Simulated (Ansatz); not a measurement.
A series of calculations on GaN

Part 1: Scan

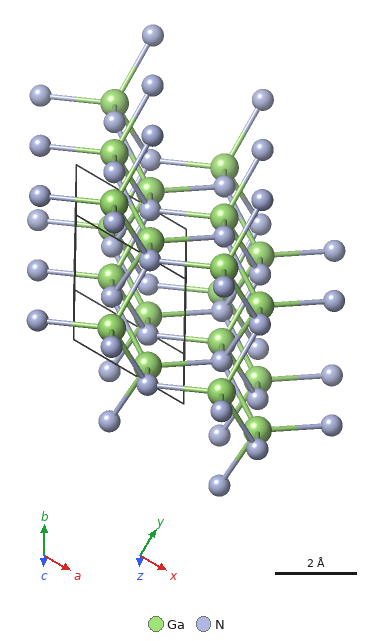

A scan of crystalline GaN (P6_3mc): the cell is strained along y alone, with the atoms kept at their fractional coordinates. x, y and z are the Cartesian axes of the input. The picture shows the reference cell. A ball-and-stick model of the cell of the calculation, repeated 2 × 2 × 2 with one cell outlined, seen along the c axis, with a slight tilt.

Method: DFT r2SCAN, scalar-relativistic, plane waves, PAW (Ansatz 0.2.0). (plane-wave cutoff 500 eV; k-point mesh 12 × 12 × 6; occupations gaussian; smearing width 0.05 eV; no spin polarisation). Energies (free energies at the smearing named) are counted from the cell as listed in its source, which wasn't relaxed.

Input
```yaml
crystal:
  lattice:
    - [3.1799996605, 0.0, 0.0]
    - [-1.5899998303, 2.75396049, 0.0]
    - [0.0, 0.0, 5.166]
  atoms:
    - { symbol: Ga, position: [0.3333333333, 0.6666666667, 0.0] }
    - { symbol: Ga, position: [0.6666666667, 0.3333333333, 0.5] }
    - { symbol: "N", position: [0.3333333333, 0.6666666667, 0.375] }
    - { symbol: "N", position: [0.6666666667, 0.3333333333, 0.875] }
basis:
  ecutwfc: 500
kpoints:
  mp_grid: { grid: [12, 12, 6] }
hamiltonian:
  xc: r2scan
scf:
  occupations: { method: gaussian, width: 0.05 }
output:
  forces: true
  stress: true
  eigenvalues: true
  write_density: true
  write_potential: true
  elf: true
  volumetric_format: npy
```

Launched with:
```bash
ansatz run input.yaml --threads 1 --pin off --max-ram 2560MiB --backend cpu --events-out ev --progress --plain --runs-dir out
```

What energies does the calculation give (the strain: −0.040, −0.030, −0.020, −0.010, 0.000, 0.010, 0.020, 0.030, 0.035, 0.040)?

| strain | E − E(ref) (meV/atom) |
| --- | --- |
| −0.040 | 27.7 |
| −0.030 | 15.4 |
| −0.020 | 6.9 |
| −0.010 | 1.8 |
| 0.000 | 0.0 |
| 0.010 | 1.2 |
| 0.020 | 5.2 |
| 0.030 | 11.7 |
| 0.035 | 15.9 |
| 0.040 | 20.6 |

The lowest computed point lies at the strain 0.00 (0.0 meV/atom). The unrelaxed reference is under a pressure of 1.1 GPa, which tilts the curve. The distortion takes the space group from P6_3mc to Cmc2_1. At the strain −0.04 the cell of the drawing goes b 3.180 → 3.085 Å, γ 120.0° → 121.0°.

Part 2: Scan

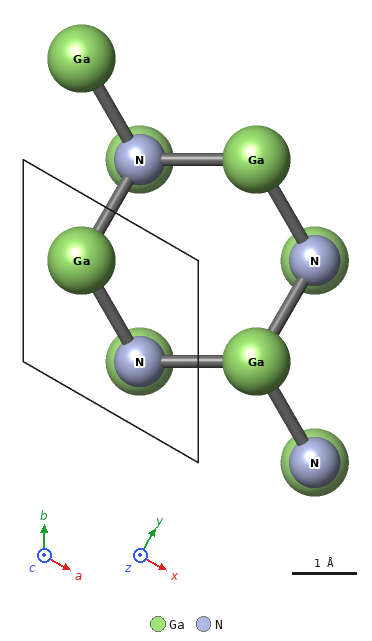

Energy scan for solid GaN (P6_3mc), in which the cell is strained equally along x and y and separately along z, with the atoms kept at their fractional coordinates. x, y and z are the Cartesian axes of the input. The picture shows the reference cell. The picture is a ball-and-stick view of the cell of the calculation, repeated 2 × 2 × 1 with one cell outlined, seen along the c axis.

All numbers below come from DFT r2SCAN, scalar-relativistic, plane waves, PAW in Ansatz 0.2.0. Settings: plane-wave cutoff 500 eV; k-point mesh 12 × 12 × 6; occupations gaussian; smearing width 0.05 eV; no spin polarisation. Energies (free energies at the smearing named) are counted from the cell as listed in its source, which wasn't relaxed.

```xyz
4
Lattice="3.1800 0.0000 0.0000 -1.5900 2.7540 0.0000 0.0000 0.0000 5.1660" Properties=species:S:1:pos:R:3 pbc="T T T"
Ga    0.0000    1.8360    0.0000
Ga    1.5900    0.9180    2.5830
N     0.0000    1.8360    1.9373
N     1.5900    0.9180    4.5203
```

> What energies does the calculation give on a grid with rows −0.030, −0.015, 0.000, 0.015, 0.030 and columns −0.030, −0.015, 0.000, 0.015, 0.030 (strain along x and y; strain along z)?

Rows: strain along x and y; columns: strain along z; values in meV/atom.

```tsv
	−0.030	−0.015	0.000	0.015	0.030
−0.030	70.3	49.9	38.6	35.4	39.2
−0.015	36.3	18.5	9.7	8.7	14.6
0.000	22.0	6.6	0.0	1.1	9.0
0.015	25.0	11.7	7.2	10.2	20.0
0.030	42.8	31.6	29.0	33.8	45.2
```

In pairs of (strain along x and y; strain along z): the lowest computed point lies at (0.000, 0.000) (0.0 meV/atom), the highest at (−0.030, −0.030) (70.3 meV/atom). The valley is tilted: raising the in-plane strain is made harder by raising the strain along z (cross term 0.18 of the geometric mean of the two curvatures). Over the ranges scanned the energy rises more along the first axis, the in-plane strain. The pressure runs from −13.7 GPa at (0.030, 0.030) to 23.4 GPa at (−0.030, −0.030).

Part 3: Energy map

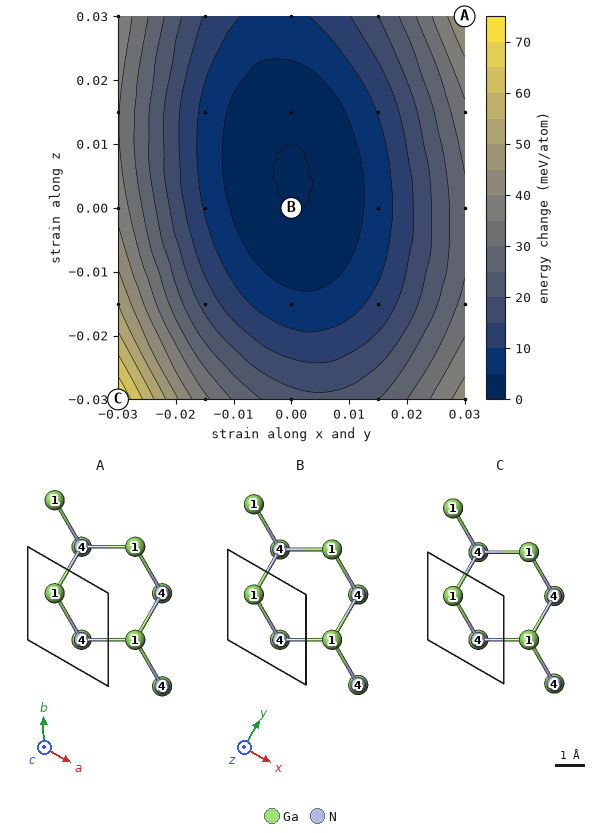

Energy scan for solid GaN (P6_3mc), in which the cell is strained equally along x and y and separately along z, with the atoms kept at their fractional coordinates. x, y and z are the Cartesian axes of the input. The map is interpolated between the computed points (dots). The lettered frames are marked on it. The picture is a ball-and-stick view of the cell of the calculation, repeated 2 × 2 × 1 with one cell outlined, seen along the c axis.

These are results of Ansatz, DFT r2SCAN, scalar-relativistic, plane waves, PAW, not measurements. Settings: plane-wave cutoff 500 eV; k-point mesh 12 × 12 × 6; occupations gaussian; smearing width 0.05 eV; no spin polarisation. Energies (free energies at the smearing named) are counted from the cell as listed in its source, which wasn't relaxed.

Describe the energy landscape.

In pairs of (strain along x and y; strain along z): the lowest computed point lies at (0.000, 0.000) (0.0 meV/atom), the highest at (−0.030, −0.030) (70.3 meV/atom). The valley is tilted: raising the in-plane strain is made harder by raising the strain along z (cross term 0.18 of the geometric mean of the two curvatures). Over the ranges scanned the energy rises more along the first axis, the in-plane strain. The pressure runs from −13.7 GPa at (0.030, 0.030) to 23.4 GPa at (−0.030, −0.030). The frames lie at A (0.030, 0.030): 45.2 meV/atom, B (0.000, 0.000): 0.0 meV/atom, C (−0.030, −0.030): 70.3 meV/atom.

The computed points:

Rows: strain along x and y; columns: strain along z; values in meV/atom.

```tsv
	−0.030	−0.015	0.000	0.015	0.030
−0.030	70.3	49.9	38.6	35.4	39.2
−0.015	36.3	18.5	9.7	8.7	14.6
0.000	22.0	6.6	0.0	1.1	9.0
0.015	25.0	11.7	7.2	10.2	20.0
0.030	42.8	31.6	29.0	33.8	45.2
```
